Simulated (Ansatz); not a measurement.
**Geometry relaxation of Li$_{5}$NbO$_{5}$ (part 3 of 3)**

Li$_{5}$NbO$_{5}$ (C2/m, 11 atoms in the cell); DFT PBEsol, scalar-relativistic, plane waves, PAW, no spin polarisation (Ansatz 0.2.0); cutoff 420 eV, 6×6×4 k-mesh, Gaussian smearing of 0.02 eV. The structure derives from a Materials Project entry.

Geometry of the input (Å; fractional positions):
```
4.9318  -2.0326  0.0000
4.9318  2.0326  0.0000
-1.9056  0.0000  5.5680
Li 0.7130  0.7130  0.3437
Li 0.6923  0.6923  0.8598
Li 0.0000  0.0000  0.5000
Li 0.3077  0.3077  0.1402
Li 0.2870  0.2870  0.6563
Nb 0.0000  0.0000  0.0000
O  0.8550  0.8550  0.1747
O  0.8421  0.8421  0.6825
O  0.5000  0.5000  0.0000
O  0.1579  0.1579  0.3175
O  0.1450  0.1450  0.8253
```

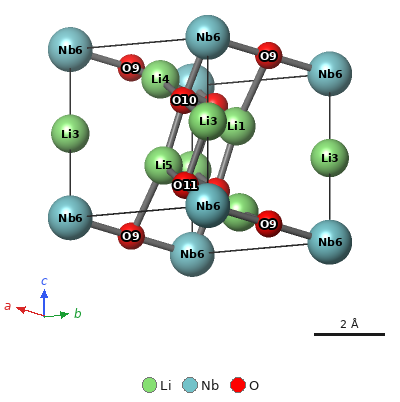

The geometry at step 5 of the log (ball-and-stick view of the reduced cell, seen at an oblique angle; atoms are numbered from 1 in the order of the input).

Output, continued
```
--- Relaxed structure (7 steps of the walk, 7 accepted, 2 SCFs on fresh bases) ---
  F+E_penalty+E_count = -8327.36400553 eV   max|allowed force component| = 1.646e-3 eV/Å   (the final SCF, on the basis selected at the relaxed cell)
  cell:  # Å, volume = 105.7698 Å³
    - [4.82425786614772, -2.003986777242397, 0.0032473777635670187]
    - [4.82425786614772, 2.003986777242397, 0.003247377763567003]
    - [-1.860400523823624, -2.1983580920016455e-17, 5.468985753160345]
  atoms:
    - { symbol: Li, position: [0.7111738867694788, 0.7111738867694788, 0.3432548312323131] }
    - { symbol: Li, position: [0.6905813804963477, 0.6905813804963477, 0.8621087992911846] }
    - { symbol: Li, position: [0.0, 0.0, 0.5000000000000001] }
    - { symbol: Li, position: [0.3094186195036523, 0.3094186195036523, 0.13789120070881564] }
    - { symbol: Li, position: [0.288826113230521, 0.288826113230521, 0.656745168767687] }
    - { symbol: Nb, position: [-1.1414155781842666e-20, -1.1414155781842645e-20, -1.7701866591077212e-20] }
    - { symbol: O, position: [0.8536121833185779, 0.8536121833185779, 0.17383241692623297] }
    - { symbol: O, position: [0.8423433983332844, 0.8423433983332844, 0.6817848338682979] }
    - { symbol: O, position: [0.5, 0.5, 1.0842021724855044e-19] }
    - { symbol: O, position: [0.15765660166671555, 0.15765660166671555, 0.3182151661317021] }
    - { symbol: O, position: [0.1463878166814219, 0.1463878166814219, 0.8261675830737671] }
```

Trajectory as extended XYZ (Å, eV, eV/Å), 9 frames, from step=1 to step=9
```
11
Lattice="4.9318 -2.0326 0.0000 4.9318 2.0326 0.0000 -1.9056 0.0000 5.5680" Properties=species:S:1:pos:R:3:forces:R:3 step=1 energy=-8327.23896 pressure_GPa=-6.70
Li    6.3774    0.0000    1.9136    0.0352   0.0000  -0.0207
Li    5.1900    0.0000    4.7871    0.0031   0.0000   0.0975
Li   -0.9528    0.0000    2.7840    0.0000   0.0000   0.0000
Li    2.7679    0.0000    0.7809   -0.0031   0.0000  -0.0975
Li    1.5806    0.0000    3.6544   -0.0352   0.0000   0.0207
Nb    0.0000    0.0000    0.0000    0.0000   0.0000   0.0000
O     8.1000    0.0000    0.9727    0.4486   0.0000  -0.2932
O     7.0053    0.0000    3.8002    0.2601   0.0000   0.5154
O     4.9318    0.0000    0.0000    0.0000   0.0000   0.0000
O     0.9527    0.0000    1.7678   -0.2601   0.0000  -0.5154
O    -0.1421    0.0000    4.5953   -0.4486   0.0000   0.2932
11
Lattice="4.8747 -2.0091 0.0033 4.8747 2.0091 0.0033 -1.8798 0.0000 5.5028" Properties=species:S:1:pos:R:3:forces:R:3 step=2 energy=-8327.36047 pressure_GPa=-1.40
Li    6.3003    0.0000    1.8947    0.0190   0.0000  -0.0222
Li    5.1227    0.0000    4.7377   -0.0026   0.0000   0.0757
Li   -0.9399    0.0000    2.7514    0.0000   0.0000   0.0000
Li    2.7470    0.0000    0.7717    0.0026   0.0000  -0.0757
Li    1.5694    0.0000    3.6147   -0.0190   0.0000   0.0222
Nb    0.0000    0.0000    0.0000    0.0000   0.0000   0.0000
O     8.0143    0.0000    0.9612   -0.1303   0.0000   0.0507
O     6.9318    0.0000    3.7710   -0.0469   0.0000  -0.1182
O     4.8747    0.0000    0.0033    0.0000   0.0000   0.0000
O     0.9378    0.0000    1.7385    0.0469   0.0000   0.1182
O    -0.1447    0.0000    4.5483    0.1303   0.0000  -0.0507
11
Lattice="4.8341 -2.0021 0.0022 4.8341 2.0021 0.0022 -1.8654 0.0000 5.4741" Properties=species:S:1:pos:R:3:forces:R:3 step=3 energy=-8327.37889 pressure_GPa=0.09
Li    6.2334    0.0000    1.8798    0.0226   0.0000   0.0070
Li    5.0729    0.0000    4.7168   -0.0014   0.0000   0.0204
Li   -0.9327    0.0000    2.7370    0.0000   0.0000   0.0000
Li    2.7299    0.0000    0.7616    0.0014   0.0000  -0.0204
Li    1.5693    0.0000    3.5986   -0.0226   0.0000  -0.0070
Nb    0.0000    0.0000    0.0000    0.0000   0.0000   0.0000
O     7.9343    0.0000    0.9590   -0.0359   0.0000  -0.0194
O     6.8684    0.0000    3.7384    0.0121   0.0000  -0.0005
O     4.8341    0.0000    0.0022    0.0000   0.0000   0.0000
O     0.9343    0.0000    1.7400   -0.0121   0.0000   0.0005
O    -0.1315    0.0000    4.5194    0.0359   0.0000   0.0194
11
Lattice="4.8326 -2.0036 0.0018 4.8326 2.0036 0.0018 -1.8653 0.0000 5.4738" Properties=species:S:1:pos:R:3:forces:R:3 step=4 energy=-8327.37920 pressure_GPa=0.02
Li    6.2336    0.0000    1.8798    0.0111   0.0000   0.0041
Li    5.0705    0.0000    4.7183   -0.0051   0.0000   0.0126
Li   -0.9326    0.0000    2.7369    0.0000   0.0000   0.0000
Li    2.7295    0.0000    0.7591    0.0051   0.0000  -0.0126
Li    1.5664    0.0000    3.5977   -0.0111   0.0000  -0.0041
Nb    0.0000    0.0000    0.0000    0.0000   0.0000   0.0000
O     7.9299    0.0000    0.9565   -0.0108   0.0000  -0.0100
O     6.8667    0.0000    3.7373    0.0123   0.0000  -0.0028
O     4.8326    0.0000    0.0018    0.0000   0.0000   0.0000
O     0.9333    0.0000    1.7401   -0.0123   0.0000   0.0028
O    -0.1299    0.0000    4.5210    0.0108   0.0000   0.0100
11
Lattice="4.8309 -2.0049 0.0010 4.8309 2.0049 0.0010 -1.8655 0.0000 5.4749" Properties=species:S:1:pos:R:3:forces:R:3 step=5 energy=-8327.37921 pressure_GPa=-0.01
Li    6.2343    0.0000    1.8803   -0.0033   0.0000   0.0019
Li    5.0640    0.0000    4.7234   -0.0012   0.0000  -0.0060
Li   -0.9328    0.0000    2.7374    0.0000   0.0000   0.0000
Li    2.7322    0.0000    0.7534    0.0012   0.0000   0.0060
Li    1.5620    0.0000    3.5966    0.0033   0.0000  -0.0019
Nb    0.0000    0.0000    0.0000    0.0000   0.0000   0.0000
O     7.9255    0.0000    0.9533   -0.0014   0.0000  -0.0048
O     6.8660    0.0000    3.7359   -0.0042   0.0000  -0.0035
O     4.8309    0.0000    0.0010    0.0000   0.0000   0.0000
O     0.9302    0.0000    1.7409    0.0042   0.0000   0.0035
O    -0.1293    0.0000    4.5235    0.0014   0.0000   0.0048
11
Lattice="4.8307 -2.0048 0.0026 4.8307 2.0048 0.0026 -1.8636 0.0000 5.4735" Properties=species:S:1:pos:R:3:forces:R:3 step=6 energy=-8327.37933 pressure_GPa=0.00
Li    6.2334    0.0000    1.8828    0.0008   0.0000  -0.0013
Li    5.0659    0.0000    4.7235    0.0002   0.0000  -0.0011
Li   -0.9318    0.0000    2.7368    0.0000   0.0000   0.0000
Li    2.7320    0.0000    0.7553   -0.0002   0.0000   0.0011
Li    1.5645    0.0000    3.5960   -0.0008   0.0000   0.0013
Nb    0.0000    0.0000    0.0000    0.0000   0.0000   0.0000
O     7.9249    0.0000    0.9557    0.0020   0.0000  -0.0011
O     6.8676    0.0000    3.7376    0.0004   0.0000  -0.0029
O     4.8307    0.0000    0.0026    0.0000   0.0000   0.0000
O     0.9303    0.0000    1.7412   -0.0004   0.0000   0.0029
O    -0.1271    0.0000    4.5230   -0.0020   0.0000   0.0011
11
Lattice="4.8307 -2.0048 0.0026 4.8307 2.0048 0.0026 -1.8636 0.0000 5.4735" Properties=species:S:1:pos:R:3:forces:R:3 step=7 energy=-8327.36385 pressure_GPa=-0.27
Li    6.2334    0.0000    1.8828    0.0008   0.0000  -0.0013
Li    5.0659    0.0000    4.7235    0.0001   0.0000  -0.0011
Li   -0.9318    0.0000    2.7368    0.0000   0.0000   0.0000
Li    2.7320    0.0000    0.7553   -0.0001   0.0000   0.0011
Li    1.5645    0.0000    3.5960   -0.0008   0.0000   0.0013
Nb    0.0000    0.0000    0.0000    0.0000   0.0000   0.0000
O     7.9249    0.0000    0.9557    0.0018   0.0000  -0.0007
O     6.8676    0.0000    3.7376    0.0001   0.0000  -0.0033
O     4.8307    0.0000    0.0026    0.0000   0.0000   0.0000
O     0.9303    0.0000    1.7412   -0.0001   0.0000   0.0033
O    -0.1271    0.0000    4.5230   -0.0018   0.0000   0.0007
11
Lattice="4.8243 -2.0040 0.0032 4.8243 2.0040 0.0032 -1.8604 0.0000 5.4690" Properties=species:S:1:pos:R:3:forces:R:3 step=8 energy=-8327.36509 pressure_GPa=-0.01
Li    6.2232    0.0000    1.8819    0.0007   0.0000  -0.0002
Li    5.0592    0.0000    4.7193   -0.0001   0.0000  -0.0009
Li   -0.9302    0.0000    2.7345    0.0000   0.0000   0.0000
Li    2.7289    0.0000    0.7561    0.0001   0.0000   0.0009
Li    1.5649    0.0000    3.5936   -0.0007   0.0000   0.0002
Nb    0.0000    0.0000    0.0000    0.0000   0.0000   0.0000
O     7.9127    0.0000    0.9562    0.0017   0.0000  -0.0012
O     6.8590    0.0000    3.7341   -0.0001   0.0000  -0.0015
O     4.8243    0.0000    0.0032    0.0000   0.0000   0.0000
O     0.9291    0.0000    1.7413    0.0001   0.0000   0.0015
O    -0.1246    0.0000    4.5192   -0.0017   0.0000   0.0012
11
Lattice="4.8243 -2.0040 0.0032 4.8243 2.0040 0.0032 -1.8604 0.0000 5.4690" Properties=species:S:1:pos:R:3:forces:R:3 step=9 energy=-8327.36401 pressure_GPa=-0.02
Li    6.2232    0.0000    1.8819    0.0006   0.0000  -0.0002
Li    5.0592    0.0000    4.7193   -0.0001   0.0000  -0.0010
Li   -0.9302    0.0000    2.7345    0.0000   0.0000   0.0000
Li    2.7289    0.0000    0.7561    0.0001   0.0000   0.0010
Li    1.5649    0.0000    3.5936   -0.0006   0.0000   0.0002
Nb    0.0000    0.0000    0.0000    0.0000   0.0000   0.0000
O     7.9127    0.0000    0.9562    0.0016   0.0000  -0.0012
O     6.8590    0.0000    3.7341   -0.0001   0.0000  -0.0016
O     4.8243    0.0000    0.0032    0.0000   0.0000   0.0000
O     0.9291    0.0000    1.7413    0.0001   0.0000   0.0016
O    -0.1246    0.0000    4.5192   -0.0016   0.0000   0.0012
```

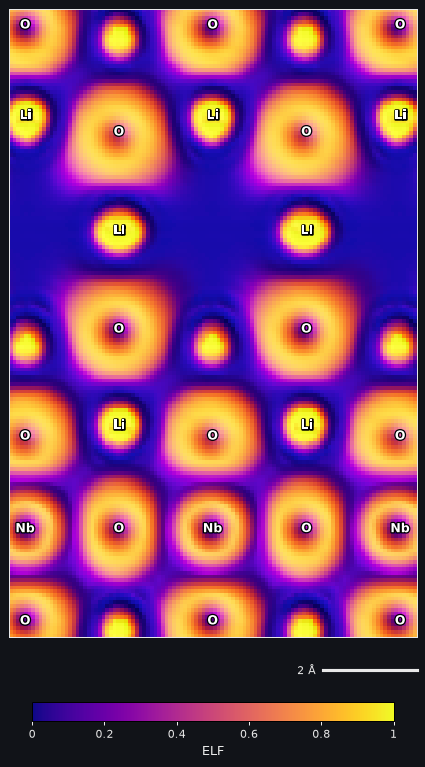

Electron localisation function on the (101) plane of the conventional cell. The section cuts through Li, Nb and O sites. Li–O (1.93 Å): the ELF is about 0.55 at the midpoint. Nb–O (1.98 Å): the ELF peaks at about 0.80 in the valence shell of O, 0.6 Å from its nucleus, and drops to about 0.25 between the two atoms. Li–O (2.06 Å): the ELF is about 0.50 at the midpoint. Li–O (2.11 Å): the ELF is about 0.50 at the midpoint. Li–O (2.23 Å): the ELF is about 0.40 at the midpoint, which marks a largely ionic contact. The strong features right at Li and Nb lie inside the PAW spheres (semicore, d or f shells) and say nothing about bonding. In a PAW calculation such maps are meaningful between the atoms, not at the nuclei.

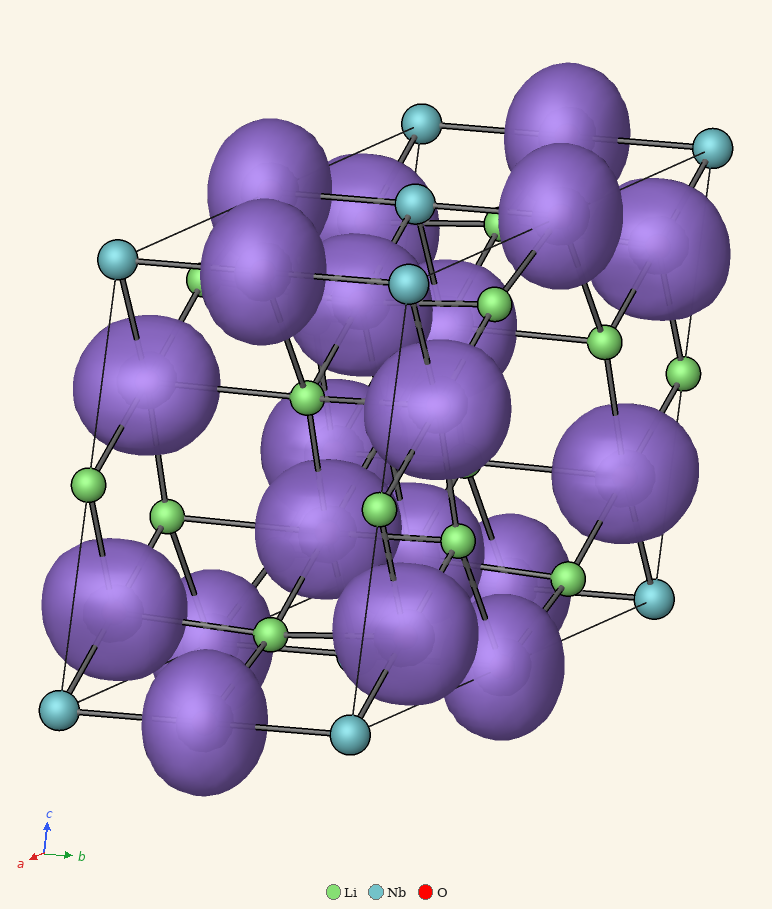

Isosurface of the ELF at 0.7 (purple), seen slightly off an axis. Core shells and regions of very low density are left out. Sticks mark near contacts. The outline is the cell set on symmetry axes. Profiles from the grid: Li–O (1.93 Å): the ELF is about 0.55 at the midpoint. Nb–O (1.97 Å): the ELF peaks at about 0.80 in the valence shell of O, 0.6 Å from its nucleus, and drops to about 0.25 between the two atoms.

Key numbers

| quantity | value |
| --- | --- |
| outcome | converged |
| space group (tolerance 0.01 Å) | C2/m (12) |
| electrons treated | 58 |
| free energy | −8327.3640 eV |
| Fermi energy | 6.708 eV |
| gap on the k-point mesh | 3.19 eV |
| pressure | −0.02 GPa |
| final volume | 105.77 Å³ |
| largest force (length of the vector) at the end | 0.002 eV/Å |
| final cell | a = 5.224 Å, b = 5.224 Å, c = 5.777 Å, α = 107.27°, β = 107.27°, γ = 45.12° |
| wall time | 55 s (CPU time 1.8 min) |
| peak memory | 0.58 GiB |
